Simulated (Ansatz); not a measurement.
**Ti: geometry relaxation (part 1 of 2)**

Ti (P6/mmm, 3 atoms in the cell), computed with DFT, PBE, plane waves, PAW, spin-polarised (Ansatz 0.2.0).

The structure derives from a Materials Project entry. Some settings of this run were made unusual or wrong on purpose. Figures and captions count atoms from 1; the log counts them from 0 in places.

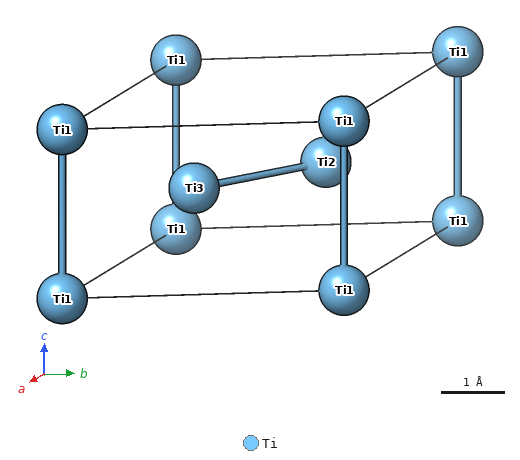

*The starting structure (ball-and-stick view of the cell of the calculation, seen slightly off an axis; atoms are numbered from 1 in the order of the input). An atom can appear more than once, as a periodic image.*

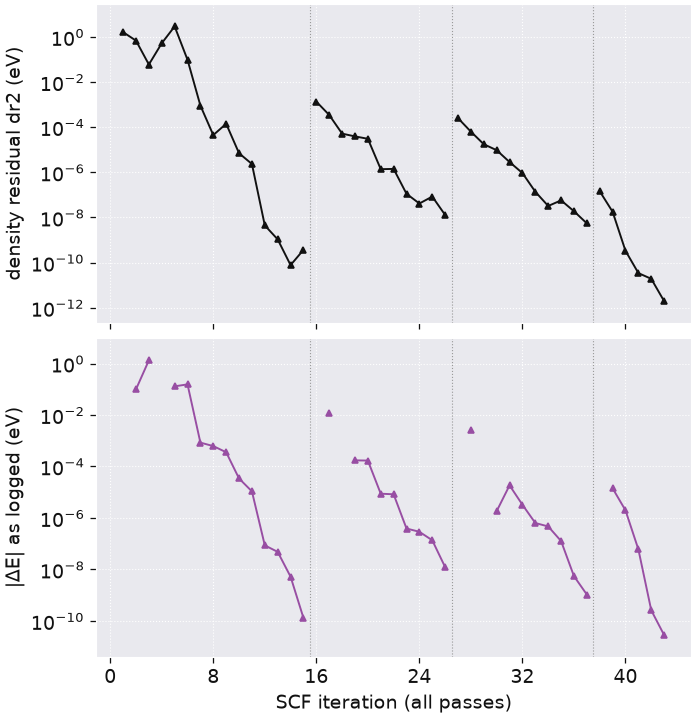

*Convergence of the self-consistent field: density residual dr2 and size of the energy change against the SCF iteration. The dotted lines part the SCF passes of the relaxation: geometry steps, rejected trials and re-solves on a re-selected basis.*

The passes take 15, 11, 11 and 6 iterations.

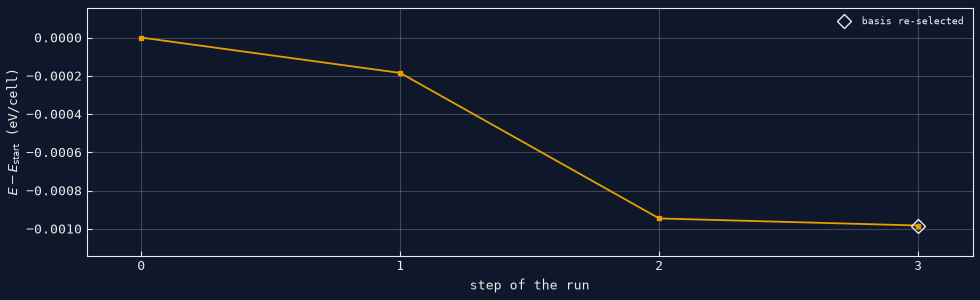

*Progress of the relaxation, step by step (the first geometry is step 0 here and step 1 in the log).*

Over 2 geometry steps the energy falls by 0.9 meV per cell of the calculation. All forces vanish by symmetry, so only the cell relaxes. Pressure: 0.83 GPa at the start and −0.01 GPa at the end. No atom moves by more than 0.005 Å relative to the cell. A last SCF at the same geometry on a re-selected plane-wave basis shifts the energy by next to nothing (0.0 meV per cell of the calculation).

The input that produced these results follows, with the program's output.

**Input file**
```yaml
crystal:
  lattice:
    - [4.5673748306, 0.0, 0.0]
    - [-2.2836874153, 3.9554626319, 0.0]
    - [0.0, 0.0, 2.82624427]
  atoms:
    - { symbol: Ti, position: [0.0, 0.0, 0.0] }
    - { symbol: Ti, position: [0.33333333, 0.66666667, 0.5] }
    - { symbol: Ti, position: [0.66666667, 0.33333333, 0.5] }
basis:
  ecutwfc: 420
kpoints:
  mp_grid: { grid: [12, 12, 14] }
hamiltonian:
  xc: pbe
scf:
  occupations: { method: gaussian, width: 0.1 }
  max_iter: 75
output:
  forces: true
  eigenvalues: true
  stress: true
relax:
  adjacent_minimum: "off"
  f_tol: 0.005
  max_steps: 80
  cell: { stress_tol: 0.05 }
magnetization:
  spin_polarized: true
  initial_magnetization: 40
```

Launch command:
```bash
ansatz run input.yaml --threads 4 --pin off --max-ram 10240MiB --backend cpu --events-out ev --progress --plain --runs-dir out
```

**Output**
```
Warning: where an SCF of this run starts from atoms to list the orders of its open shells, Ti (sites 0, 1, 2, from 0) starts with 2.00 μB on its 3d shell, in the place of the 13.33 μB that the deck gives it: its open shells can hold no more by Hund's first rule. To start from spheres of the given moment, type scf.initial_density.shell_occupations: []
The last accepted step is kept in [file] (removed where the run ends without a failure and the disk answers)
Engine: ansatz 0.2.0, x86_64-unknown-linux-gnu
Pseudopotentials: kind: paw
Pseudopotential: Ti, paw, valence charge 12, recommended cutoff 420 eV (normal), Ti.paw.azcp
Functional definition: PBE
  parameter kappa = 0.804
  parameter beta = 0.06672455060314922
  exchange = pbe_x(kappa = kappa, mu = beta*pi^2/3)
  correlation = pbe_c(beta = beta)
Crystal: 3 atoms, lattice volume = 51.059 Å³
Basis set: ecut = 420 eV, 975 PW (Γ), exchange–correlation on 64×64×40 points (8 copies of the dense FFT grid, shifted against one another)
Bands: 46, of which v1, the nominal top of the filled ones, is band 18 counted from 1 (17 counted from 0)
Symmetry: 24 space group operations
Space group: P6/mmm (ITA 191), of the structure as read, at distance tolerance 3.7e-5 Å
Magnetic group: BNS 191.233 (UNI 1463), of the structure as read, at distance tolerance 3.7e-5 Å
k-points: 152 of 2016
Non-local potential: Ti, projectors of the file, l = 0: 3, l = 1: 2, l = 2: 3, l = 3: 1
PAW form: soft (Blöchl's): semilocal exchange-correlation on the pseudo side does not see the compensation charge
PAW one-centre angular grid: Ti, 590 points (default); XC on 64 Gauss nodes
Initial density: superposition of atomic densities (chi_scale 0.1, normalization cell)
Starting moments: Σ|m| = 40 μB on 3 of 3 sites
Initial wavefunctions: pseudopotential atomic-orbital guess
Functional: x = pbe(κ = 0.804, μ = 0.2195149727645171), c = pbe(β = 0.06672455060314922)
SCF iter   1: F=—  HF=-7497.078806 eV  |F-HF|=—  |Δ(HF+E_count)|=         —  Δρ=8.39e-2 (↑8.39e-2 ↓3.84e-2)  dr2=1.63e0  dr2_m=1.65e0  M=3.492 μB ∫|m|=3.492 μB  β_m=0.30  ethr=3.10e-3  ⟨swp⟩=8.4  Hψ=65063  notcnv=0  defer=176
Mixer restart at iter 1: flushing history
preconditioner: auto → none  [metal: Δε(μ)=0.003 eV  Ē_g=12.862 eV  σ=0.100 eV  W_gap=0.01  n_scr=8 (ndim 8)  ℏωp=18.0 eV  f_vac=0.000  D(μ)=4.90/eV (n_scr^D=56)  sad-step TF]
SCF iter   2: F=—  HF=-7497.178461 eV  |F-HF|=—  |Δ(HF+E_count)|=   9.97e-2  Δρ=6.04e-2 (↑6.04e-2 ↓3.37e-2)  dr2=6.85e-1  dr2_m=9.83e-1  M=3.157 μB ∫|m|=3.157 μB  β_m=0.65  ethr=3.10e-3  ⟨swp⟩=2.0  Hψ=22632  notcnv=0  defer=2058
SCF iter   3: F=—  HF=-7498.512263 eV  |F-HF|=—  |Δ(HF+E_count)|=    1.33e0  Δρ=2.06e-2 (↑2.06e-2 ↓1.68e-2)  dr2=6.00e-2  dr2_m=1.55e-1  M=1.611 μB ∫|m|=1.612 μB  β_m=0.76  ethr=1.90e-3  ⟨swp⟩=2.2  Hψ=20862  notcnv=0  defer=2103
SCF iter   4: F=—  HF=-7499.046504 eV  |F-HF|=—  |Δ(HF+E_count)|=         —  Δρ=2.22e-2 (↑2.22e-2 ↓1.76e-2)  dr2=5.25e-1  dr2_m=1.24e-1  M=0.234 μB ∫|m|=0.324 μB  β_m=0.76  ethr=1.67e-4  ⟨swp⟩=2.0  Hψ=26463  notcnv=0  defer=2120
Mixer restart at iter 4: flushing history
SCF iter   5: F=—  HF=-7499.176136 eV  |F-HF|=—  |Δ(HF+E_count)|=   1.30e-1  Δρ=2.82e-2 (↑2.82e-2 ↓2.72e-2)  dr2=2.93e0  dr2_m=1.57e-2  M=0.130 μB ∫|m|=0.226 μB  β_m=0.40  ethr=1.67e-4  ⟨swp⟩=3.0  Hψ=29780  notcnv=0  defer=2124  recentre
SCF iter   6: F=—  HF=-7499.020818 eV  |F-HF|=—  |Δ(HF+E_count)|=   1.55e-1  Δρ=1.10e-2 (↑1.10e-2 ↓9.88e-3)  dr2=9.72e-2  dr2_m=3.95e-2  M=0.158 μB ∫|m|=0.252 μB  β_m=0.59  ethr=1.67e-4  ⟨swp⟩=3.0  Hψ=29462  notcnv=0  defer=2126
SCF iter   7: F=—  HF=-7499.021663 eV  |F-HF|=—  |Δ(HF+E_count)|=   8.45e-4  Δρ=1.74e-3 (↑1.74e-3 ↓9.74e-4)  dr2=9.06e-4  dr2_m=8.01e-4  M=0.037 μB ∫|m|=0.148 μB  β_m=0.62  ethr=1.67e-4  ⟨swp⟩=2.5  Hψ=24186  notcnv=0  defer=2125
SCF iter   8: F=—  HF=-7499.022284 eV  |F-HF|=—  |Δ(HF+E_count)|=   6.21e-4  Δρ=9.12e-4 (↑8.99e-4 ↓9.12e-4)  dr2=4.48e-5  dr2_m=3.71e-4  M=0.018 μB ∫|m|=0.112 μB  β_m=0.81  ethr=2.52e-6  ⟨swp⟩=2.3  Hψ=17760  notcnv=0  defer=2125
SCF iter   9: F=—  HF=-7499.022642 eV  |F-HF|=—  |Δ(HF+E_count)|=   3.58e-4  Δρ=5.72e-4 (↑2.64e-4 ↓5.72e-4)  dr2=1.42e-4  dr2_m=6.64e-5  M=-0.005 μB ∫|m|=0.036 μB  β_m=0.91  ethr=1.24e-7  ⟨swp⟩=2.0  Hψ=19614  notcnv=0  defer=2125
SCF iter  10: F=—  HF=-7499.022677 eV  |F-HF|=—  |Δ(HF+E_count)|=   3.42e-5  Δρ=1.44e-4 (↑1.44e-4 ↓1.30e-4)  dr2=7.02e-6  dr2_m=7.38e-6  M=-0.003 μB ∫|m|=0.007 μB  β_m=0.94  ethr=1.24e-7  ⟨swp⟩=2.0  Hψ=19520  notcnv=0  defer=2125
SCF iter  11: F=—  HF=-7499.022687 eV  |F-HF|=—  |Δ(HF+E_count)|=   1.08e-5  Δρ=5.04e-5 (↑4.25e-5 ↓5.04e-5)  dr2=2.34e-6  dr2_m=5.41e-7  M=-0.001 μB ∫|m|=0.002 μB  β_m=0.83  ethr=1.95e-8  ⟨swp⟩=2.0  Hψ=19508  notcnv=0  defer=2125
SCF iter  12: F=—  HF=-7499.022687 eV  |F-HF|=—  |Δ(HF+E_count)|=   8.63e-8  Δρ=7.70e-6 (↑7.70e-6 ↓6.13e-6)  dr2=4.45e-9  dr2_m=2.14e-8  M=0.000 μB ∫|m|=0.001 μB  β_m=0.92  ethr=6.50e-9  ⟨swp⟩=2.0  Hψ=18219  notcnv=0  defer=2125
SCF iter  13: F=—  HF=-7499.022688 eV  |F-HF|=—  |Δ(HF+E_count)|=   4.82e-8  Δρ=1.96e-6 (↑1.96e-6 ↓1.77e-6)  dr2=1.07e-9  dr2_m=1.52e-9  M=0.000 μB ∫|m|=0.000 μB  β_m=0.96  ethr=1.24e-11  ⟨swp⟩=2.0  Hψ=19616  notcnv=0  defer=2125
SCF iter  14: F=—  HF=-7499.022688 eV  |F-HF|=—  |Δ(HF+E_count)|=   5.24e-9  Δρ=4.00e-7 (↑3.82e-7 ↓4.00e-7)  dr2=7.76e-11  dr2_m=4.83e-11  M=-0.000 μB ∫|m|=0.000 μB  β_m=0.95  ethr=2.97e-12  ⟨swp⟩=2.0  Hψ=18637  notcnv=0  defer=2125
SCF iter  15: F=-7499.022688 eV  HF=-7499.022688 eV  |F-HF|=3.43e-10  |Δ(HF+E_count)|=  1.31e-10  Δρ=3.19e-7 (↑3.19e-7 ↓2.97e-7)  dr2=3.66e-10  dr2_m=1.86e-12  M=-0.000 μB ∫|m|=0.000 μB  ethr=1.00e-12  ⟨swp⟩=6.0  Hψ=49647  notcnv=0
WARN: the starting moments were not kept: the SCF closed with an absolute magnetisation of 2.9e-6 μB, where they sum to 40 μB in size (3 sites). That is at most 0.1 of that sum. Measured as dr2_m measures the in/out step, that magnetisation stands 7.5e-13 eV from none, at or under the dr2_threshold of 1.0e-7 eV: it is no larger than a step whose dr2_m would equal this threshold. The system may hold no moment; this SCF shows only that its start led to no more than that. To try another start: raise the starting moments (crystal.atoms[].spin, magnetization.per_species, magnetization.initial_magnetization, or on a non-collinear deck that types none of these the spinor_matrix: blocks that start its atoms; where the total moment is fixed, keep their sum and leave initial_magnetization as it is; typed ones take the place of any that the run laid by itself, positive ones on a crystal's lanthanoids without a Hubbard term where scf.initial_density.shell_occupations: [] is typed) or, if the notice of its spin-set hold's release reads "site moments contracting" or "site moments show no strong build", lengthen the hold (scf.mixing.spin_hold: { on: { confirm: 4 } }; for m-r²SCAN on two components see the key's manual first). Each may lead to a state that holds a moment. A second SCF, from the converged charge density, with the starting moments and any scf.initial_density.shell_occupations laid on it anew, would have followed, and was not run: the deck does not ask for one (magnetization.retry_lost_moments is false, the default). To let it run, set magnetization.retry_lost_moments: true and run the deck again, where that key's refused combinations let it; where memory then withholds it, that run's warning says so.
SCF 1 converged in 15 iterations: F = -7499.022688 eV  dr2 = 3.66e-10
  greatest PAW one-centre occupation: 0.999 electrons in one spin orbital (limit 2), on the Ti atom at site 0 (counted from 0), in its partial waves of l = 0
relax step   1: F+E_penalty+E_count = -7499.02268752 eV  Δ(F+E_penalty+E_count) = +0.000e0 eV  max|allowed force component| = 7.401e-17 eV/Å  Δτ_max = 0.0000 Å  P = +0.834 GPa  Ω = 51.059 Å³  (15 SCF iters, dr2 threshold 1.00e-7 eV, accepted)
Crystal: 3 atoms, lattice volume = 51.755 Å³
Basis set: ecut = 420 eV, 987 PW (Γ), exchange–correlation on 64×64×40 points (8 copies of the dense FFT grid, shifted against one another)
Initial density: handed on by an earlier stage of this run
Starting moments: Σ|m| = 40 μB on 3 of 3 sites; this step starts from the density that it was given
Initial wavefunctions: those handed on with the density
iter 1 solved again at ethr=3.41e-6 eV; its pass at ethr=3.10e-3 eV (dr2=1.23e-3 eV) is discarded
SCF iter   1: F=—  HF=-7499.005908 eV  |F-HF|=—  |Δ(HF+E_count)|=         —  Δρ=6.05e-3 (↑6.05e-3 ↓5.22e-3)  dr2=1.36e-3  dr2_m=1.49e-2  M=-0.164 μB ∫|m|=0.164 μB  β_m=0.65  ethr=3.41e-6  ⟨swp⟩=2.1  Hψ=60643  notcnv=0
preconditioner: auto → none  [metal: Δε(μ)=0.005 eV  Ē_g=12.341 eV  σ=0.100 eV  W_gap=0.03  n_scr=6 (ndim 8)  ℏωp=17.9 eV  f_vac=0.000  D(μ)=2.83/eV (n_scr^D=26)]
SCF iter   2: F=—  HF=-7499.017706 eV  |F-HF|=—  |Δ(HF+E_count)|=   1.18e-2  Δρ=3.45e-3 (↑3.04e-3 ↓3.45e-3)  dr2=3.48e-4  dr2_m=4.90e-3  M=-0.074 μB ∫|m|=0.074 μB  β_m=0.65  ethr=3.41e-6  ⟨swp⟩=2.0  Hψ=19948  notcnv=0
SCF iter   3: F=—  HF=-7499.022529 eV  |F-HF|=—  |Δ(HF+E_count)|=         —  Δρ=1.25e-3 (↑1.25e-3 ↓1.08e-3)  dr2=5.19e-5  dr2_m=6.18e-4  M=-0.021 μB ∫|m|=0.023 μB  β_m=0.65  ethr=9.66e-7  ⟨swp⟩=2.2  Hψ=18402  notcnv=0
Mixer restart at iter 3: flushing history
SCF iter   4: F=—  HF=-7499.022703 eV  |F-HF|=—  |Δ(HF+E_count)|=   1.73e-4  Δρ=6.41e-4 (↑4.51e-4 ↓6.41e-4)  dr2=3.91e-5  dr2_m=1.38e-4  M=-0.011 μB ∫|m|=0.016 μB  β_m=0.82  ethr=1.44e-7  ⟨swp⟩=2.2  Hψ=19123  notcnv=0
SCF iter   5: F=—  HF=-7499.022873 eV  |F-HF|=—  |Δ(HF+E_count)|=   1.70e-4  Δρ=2.31e-4 (↑2.31e-4 ↓1.44e-4)  dr2=3.07e-5  dr2_m=6.15e-6  M=-0.003 μB ∫|m|=0.010 μB  β_m=0.74  ethr=1.09e-7  ⟨swp⟩=2.0  Hψ=19563  notcnv=0
SCF iter   6: F=—  HF=-7499.022864 eV  |F-HF|=—  |Δ(HF+E_count)|=   8.77e-6  Δρ=6.52e-5 (↑5.65e-5 ↓6.52e-5)  dr2=1.38e-6  dr2_m=1.51e-6  M=-0.001 μB ∫|m|=0.007 μB  β_m=0.87  ethr=8.52e-8  ⟨swp⟩=2.4  Hψ=19161  notcnv=0
SCF iter   7: F=—  HF=-7499.022873 eV  |F-HF|=—  |Δ(HF+E_count)|=   8.33e-6  Δρ=4.45e-5 (↑4.45e-5 ↓1.19e-5)  dr2=1.42e-6  dr2_m=2.78e-7  M=-0.000 μB ∫|m|=0.003 μB  β_m=0.77  ethr=3.83e-9  ⟨swp⟩=2.0  Hψ=19231  notcnv=0
SCF iter   8: F=—  HF=-7499.022872 eV  |F-HF|=—  |Δ(HF+E_count)|=   3.89e-7  Δρ=1.89e-5 (↑1.46e-5 ↓1.89e-5)  dr2=1.12e-7  dr2_m=1.15e-7  M=0.000 μB ∫|m|=0.002 μB  β_m=0.88  ethr=3.83e-9  ⟨swp⟩=2.0  Hψ=19384  notcnv=0
SCF iter   9: F=—  HF=-7499.022872 eV  |F-HF|=—  |Δ(HF+E_count)|=   2.91e-7  Δρ=8.41e-6 (↑7.83e-6 ↓8.41e-6)  dr2=4.16e-8  dr2_m=2.28e-8  M=0.000 μB ∫|m|=0.001 μB  β_m=0.94  ethr=3.11e-10  ⟨swp⟩=2.0  Hψ=18962  notcnv=0
iter 10 did not close the SCF: its close was put off for a magnetic moment that had not settled (scf_convergence_deferred on its scf_iter line)
SCF iter  10: F=-7499.022872 eV  HF=-7499.022873 eV  |F-HF|=7.48e-8  |Δ(HF+E_count)|=   1.36e-7  Δρ=5.61e-6 (↑5.61e-6 ↓5.11e-6)  dr2=8.44e-8  dr2_m=1.77e-10  M=-0.000 μB ∫|m|=0.000 μB  β_m=0.85  ethr=1.16e-10  ⟨swp⟩=1.0  Hψ=34762  notcnv=0
SCF iter  11: F=-7499.022873 eV  HF=-7499.022873 eV  |F-HF|=1.09e-8  |Δ(HF+E_count)|=   1.23e-8  Δρ=2.06e-6 (↑2.06e-6 ↓1.94e-6)  dr2=1.29e-8  dr2_m=1.01e-10  M=-0.000 μB ∫|m|=0.000 μB  ethr=1.16e-10  ⟨swp⟩=1.5  Hψ=29375  notcnv=0
the starting moments were not kept: the SCF closed with an absolute magnetisation of 2.6e-5 μB, where they sum to 40 μB in size (3 sites). That is at most 0.1 of that sum. Measured as dr2_m measures the in/out step, that magnetisation stands 8.2e-11 eV from none, at or under the dr2_threshold of 3.0e-7 eV: it is no larger than a step whose dr2_m would equal this threshold.
SCF 2 converged in 11 iterations: F = -7499.022873 eV  dr2 = 1.29e-8
```
